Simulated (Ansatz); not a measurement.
Zn32S31: several calculations on one system

### Relaxation

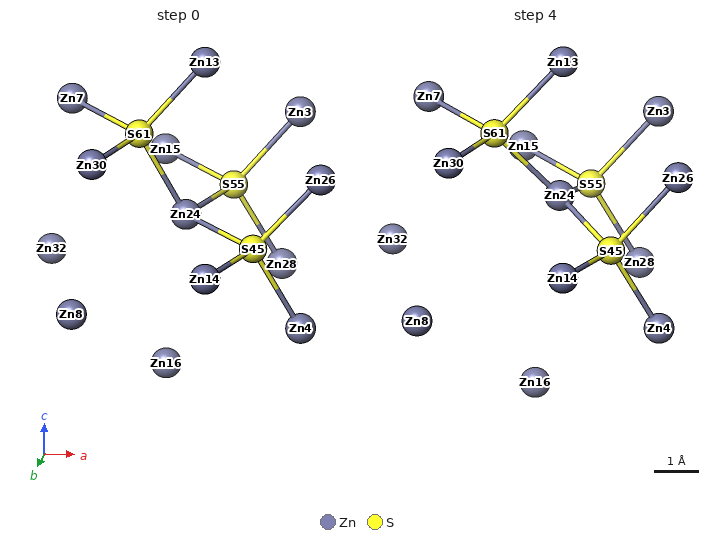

The structure of a defect cell of composition Zn32S31 (cell charge +2) before (left) and after (right) a relaxation, at one scale.

Style: ball-and-stick. Shown: the atoms within 4.2 Å of the atom that moves most (axes of the cell of the calculation (origin shifted)), from a free direction.

The calculation used Ansatz 0.2.0, DFT, PBEsol, PAW, plane waves. Settings: plane-wave cutoff 420 eV; k-point mesh 1 × 1 × 1; mesh shifted by (0.25, 0.25, 0.25); no spin polarisation; atoms relaxed in a fixed cell; force threshold 0.03 eV/Å; at most 80 steps.

What changed between the two?

The atom that moves furthest is Zn24 (0.59 Å along [1 −1 1]). By element the largest moves are Zn 0.59 Å, S 0.06 Å. The lattice vectors keep their values. Among the contacts that change: Zn24–S61 2.353 → 2.238 Å, Zn24–S55 2.325 → 2.235 Å, Zn24–S45 2.318 → 2.238 Å, Zn26–S45 2.283 → 2.347 Å. Among the angles between lasting bonds that change: Zn13–S61–Zn24 110.8° → 94.6°, Zn3–S55–Zn24 110.2° → 94.5°, S45–Zn24–S61 108.0° → 118.8°. Over 4 geometry steps the energy falls by 2.021 eV per cell of the calculation. Largest force component: 1 eV/Å at the start, 0.0077 eV/Å at the end. The run took 4.6 s on 1 × NVIDIA GB200 with 8 threads of Arm Neoverse-V2, peak memory 1.9 GiB.

Limits of the set-up: the cell is charged, on a uniform background, and energies carry no finite-size correction.

### Relaxation

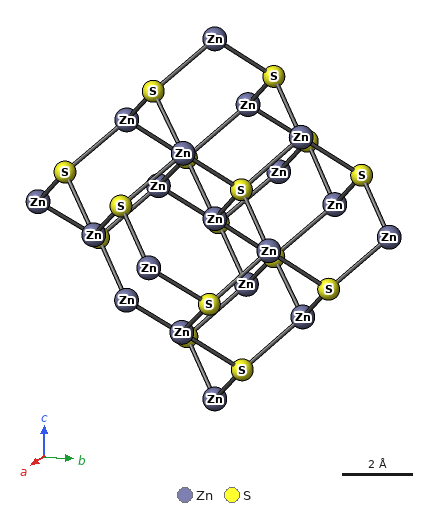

A defect cell of composition Zn₃₂S₃₁, before the relaxation. Style: ball-and-stick. Shown: the atoms within 5.8 Å of the atom that moves most (axes of the cell of the calculation (origin shifted)), slightly off an axis.

Theory: Ansatz 0.2.0, DFT, PBEsol, PAW, plane waves.

Settings: plane-wave cutoff 420 eV; k-point mesh 1 × 1 × 1; mesh shifted by (0.25, 0.25, 0.25); no spin polarisation; atoms relaxed in a fixed cell; force threshold 0.03 eV/Å; at most 80 steps.

```xyz
63
Lattice="10.7125 0.0000 0.0000 0.0000 10.7125 0.0000 0.0000 0.0000 10.7125" Properties=species:S:1:pos:R:3 pbc="T T T"
Zn   10.7103   10.6863    0.0032
Zn   10.6824    0.0001    5.3727
Zn   10.7065    5.3448    0.0134
Zn    0.0005    5.3536    5.3530
Zn    5.3769   10.6992    0.0128
Zn    5.3335    0.0207    5.3727
Zn    5.3746    5.3776    0.0045
Zn    5.3508    5.3617    5.3439
Zn    2.6900    2.7327   10.7020
Zn    2.6683    2.6933    5.3884
Zn    2.6616    8.0752    0.0031
Zn    2.6590    8.0254    5.3605
Zn    8.0140    2.6702    0.0166
Zn    8.0228    2.7166    5.3651
Zn    8.0209    8.0774   10.6951
Zn    8.0297    8.0397    5.3675
Zn    2.6829   10.7014    2.6674
Zn    2.6814    0.0167    8.0073
Zn    2.7052    5.3734    2.6558
Zn    2.6779    5.3457    8.0373
Zn    8.0413   10.6945    2.6914
Zn    8.0283   10.6938    8.0550
Zn    8.0311    5.3340    2.6758
Zn    8.0292    5.3536    8.0036
Zn    0.0108    2.6724    2.6545
Zn    0.0126    2.6798    7.9921
Zn    0.0040    8.0164    2.6681
Zn    0.0243    8.0333    8.0095
Zn    5.3563    2.6646    2.6926
Zn    5.3669    2.6693    8.0147
Zn    5.3032    8.0375    2.6589
Zn    5.3521    8.0603    8.0354
S     1.3276    1.3414    1.3483
S     1.3503    1.3501    6.7175
S     1.3089    6.6945    1.3534
S     1.3492    6.6820    6.7108
S     6.7126    1.3589    1.3849
S     6.7221    1.3225    6.6972
S     6.6953    6.6750    1.3369
S     4.0429    3.9794    1.3737
S     4.0078    4.0112    6.7163
S     4.0041    9.3576    1.3241
S     4.0184    9.3617    6.6776
S     9.3803    4.0112    1.3575
S     9.3640    3.9795    6.6995
S     9.3778    9.3635    1.3102
S     9.3676    9.3742    6.6921
S     4.0090    1.3563    4.0372
S     4.0564    1.3441    9.3773
S     4.0121    6.7079    4.0338
S     4.0109    6.6911    9.3614
S     9.3864    1.3561    4.0302
S     9.3411    1.3566    9.3630
S     9.3440    6.6717    4.0417
S     9.3793    6.6815    9.3529
S     1.3655    4.0020    4.0177
S     1.3480    3.9964    9.4044
S     1.3497    9.3704    4.0163
S     1.3022    9.3778    9.3914
S     6.6822    4.0110    4.0148
S     6.7021    3.9846    9.3828
S     6.6966    9.3899    4.0303
S     6.7137    9.3709    9.3900
```

Predict the outcome.

Over 3 geometry steps the energy falls by 0.721 eV per cell of the calculation. The largest force component goes from 0.55 to 0.02 eV/Å. Zn32 moves most: 0.36 Å along [1 −1 −1]. Largest moves by element: Zn 0.36 Å, S 0.12 Å. The lattice vectors keep their values. Among the contacts that change: Zn15–S63 2.255 → 2.319 Å, Zn31–S62 2.377 → 2.316 Å, Zn16–S47 2.308 → 2.369 Å, Zn16–S62 2.321 → 2.373 Å. Bond angles that change, for instance: S43–Zn32–S63 111.3° → 101.7°, Zn11–S51–Zn32 108.1° → 117.4°, Zn5–S63–Zn32 108.8° → 117.7°. Cost: 3.8 s on 1 × NVIDIA GB200 with 8 threads of Arm Neoverse-V2, peak memory 1.9 GiB.

History of the run:

| step | E − E(0), meV/atom | largest force component, eV/Å |
| --- | --- | --- |
| 0 | 0.00 | 0.5473 |
| 1 | -8.20 | 0.3238 |
| 2 | -11.36 | 0.0615 |
| 3 | -11.44 | 0.0197 |

The end point in the same view:

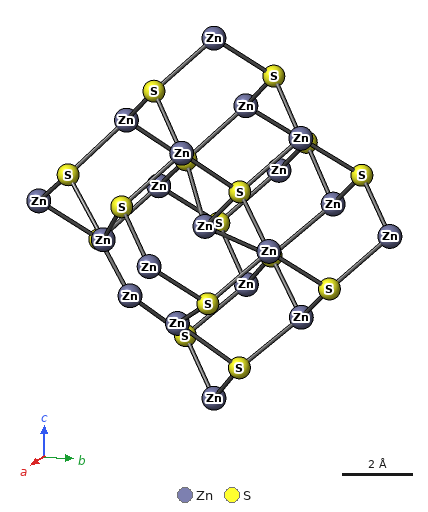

### Defect

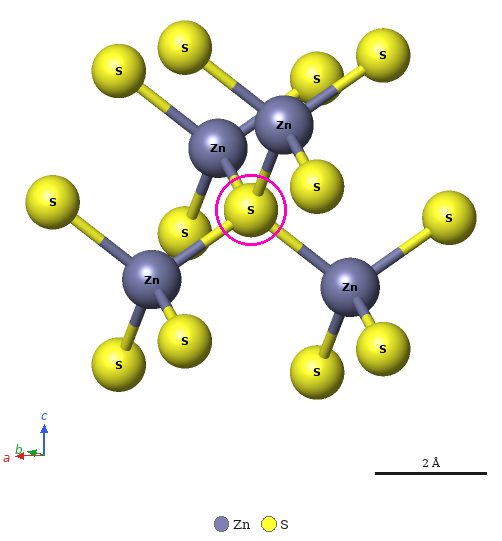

Perfect ZnS. Style: ball-and-stick. Shown: the atoms within 3.8 Å of one point, from a free direction.

Theory: Ansatz 0.2.0, DFT, PBEsol, PAW, plane waves. (plane-wave cutoff 420 eV; k-point mesh 1 × 1 × 1; mesh shifted by (0.25, 0.25, 0.25); no spin polarisation) Fermi-Dirac smearing of 0.01 eV. The axes drawn are those of the host's conventional cell.

A sulfur atom is taken out (a vacancy) at the ringed place, in charge state 0. The supercell has 64 sites, and the atoms are relaxed at the host's cell.

> How do the neighbours respond?

Around the empty S site the host had 4 Zn at 2.32 Å; after relaxation the nearest atoms are 4 Zn at 1.95 to 2.00 Å. Of the host's atoms, a zinc atom moves furthest from its site, by 0.37 Å.

The relaxed defect, seen from the same direction:

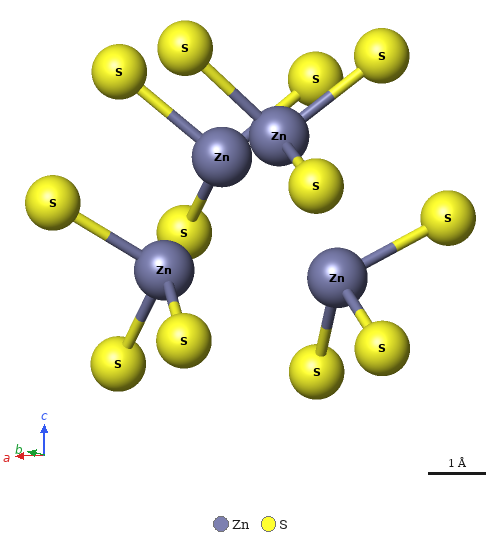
